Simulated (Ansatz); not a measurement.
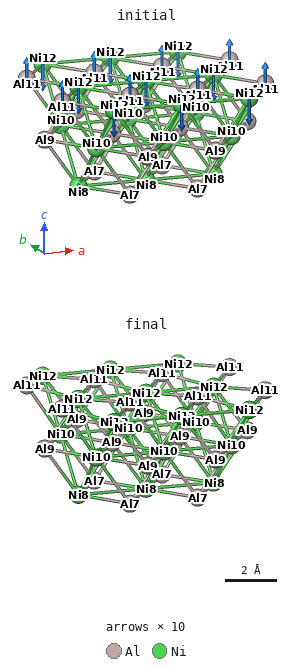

The structure of a slab of composition AlNi (cut from the Pm-3m phase) before (top) and after (bottom) a relaxation, at one scale. The blue arrows give the displacements, magnified 10 times.

Style: ball-and-stick. Shown: the atoms within 5.0 Å of the atom that moves most (axes of the 3 × 2 repeat of the cell, outlined in the plane, without the vacuum), slightly off an axis.

Case: (1 1 0) slab, atoms relaxed. The slab is the (1 1 0) face of AlNi.

All numbers below come from Ansatz 0.2.0, DFT LDA, scalar-relativistic, plane waves, PAW.

The input:
```yaml
crystal:
  lattice:
    - [2.8327472907, 0.0, 0.0]
    - [0.0, 4.0061096373, 0.0]
    - [0.0, 0.0, 25.0152740932]
  atoms:
    - { symbol: Al, position: [0.5, 0.0, 0.2998168228] }
    - { symbol: Ni, position: [0.0, 0.5, 0.2998168228] }
    - { symbol: Al, position: [0.5, 0.5, 0.3798900937] }
    - { symbol: Ni, position: [0.0, 0.0, 0.3798900937] }
    - { symbol: Al, position: [0.5, 0.0, 0.4599633646] }
    - { symbol: Ni, position: [0.0, 0.5, 0.4599633646] }
    - { symbol: Al, position: [0.5, 0.5, 0.5400366354] }
    - { symbol: Ni, position: [0.0, 0.0, 0.5400366354] }
    - { symbol: Al, position: [0.5, 0.0, 0.6201099063] }
    - { symbol: Ni, position: [0.0, 0.5, 0.6201099063] }
    - { symbol: Al, position: [0.5, 0.5, 0.7001831772] }
    - { symbol: Ni, position: [0.0, 0.0, 0.7001831772] }
basis:
  ecutwfc: 420
kpoints:
  mp_grid: { grid: [12, 9, 1] }
hamiltonian:
  xc: lda
scf:
  occupations: { method: gaussian, width: 0.1 }
output:
  forces: true
  eigenvalues: true
  write_density: true
  write_potential: true
  elf: true
  volumetric_format: npy
relax:
  adjacent_minimum: "off"
  f_tol: 0.02
  max_steps: 60
efield:
  axis: 3
  dipole_correction: true
  ramp_width: 0.04
```

Run as
```bash
ansatz run input.yaml --threads 4 --pin off --max-ram 8192MiB --backend cpu --events-out ev --progress --plain --runs-dir out
```

Describe what moved and what it gained.

After 4 geometry steps the energy has fallen by 0.150 eV per cell of the calculation. Largest force component: 0.78 eV/Å at the start, 0.0031 eV/Å at the end. The largest moves relative to the layer's centre, 0.11 Å, are those of Ni2 and Ni12. Ni12 goes along the normal (−c). Largest moves by element: Ni 0.11 Å, Al 0.09 Å. The cell doesn't change. Some distances before and after: Al9–Ni12 2.453 → 2.359 Å, Ni10–Al11 2.453 → 2.535 Å, Ni10–Ni12 2.833 → 2.762 Å, Ni8–Ni10 2.833 → 2.816 Å. Among the angles between lasting bonds that change: Ni12–Al11–Ni12 180.0° → 170.6°, Ni10–Al11–Ni12 109.5° → 104.7°, Ni10–Al11–Ni12 70.5° → 67.1°. The run took 6.3 min on 4 threads of AMD EPYC (Zen 3) (shared host), peak memory 1.1 GiB.
